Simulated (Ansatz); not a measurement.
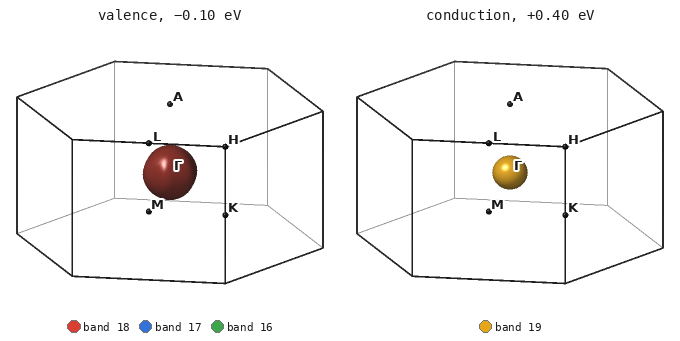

GaN (P6_3mc): constant-energy surfaces at both band edges (energies from each edge).

All numbers here come from DFT PBE, scalar-relativistic, plane waves, PAW; levels and slopes on a dense k mesh at the converged density in Ansatz. No spin polarisation. k mesh for the levels: 30×30×16. Cell and positions as given, without relaxation (residual pressure 7 GPa).

Masses come from a second pass at points close to the extrema; at the energies drawn a band may no longer be parabolic.

Is the gap direct or indirect, and how large does the calculation make it?

The gap is direct, 1.96 eV at this level of theory (semilocal functionals give gaps that are too small, and can reorder valleys that lie close).

Give the valleys and their effective masses.

Valence band (extrema up to 0.10 eV from the edge): one maximum at Γ, two bands meeting there, with masses of 0.17 and 2.28 mₑ along x, 0.17 and 2.12 mₑ along y and 1.69 mₑ along z. Band 18 forms the valence edge; band 17 meets it there and band 16 begins 0.06 eV lower (at Γ).
Conduction band (extrema up to 0.40 eV from the edge): one minimum at Γ, principal masses 0.16, 0.18 and 0.18 mₑ. Band 19 forms the conduction edge. Another band lies within 0.06 eV there, so the masses may hold only close to the extrema.

Where one band's surface lies inside another's, the outer one hides all or part of it.

Spin-orbit coupling, left out here, can split bands that meet at an edge and change their masses.
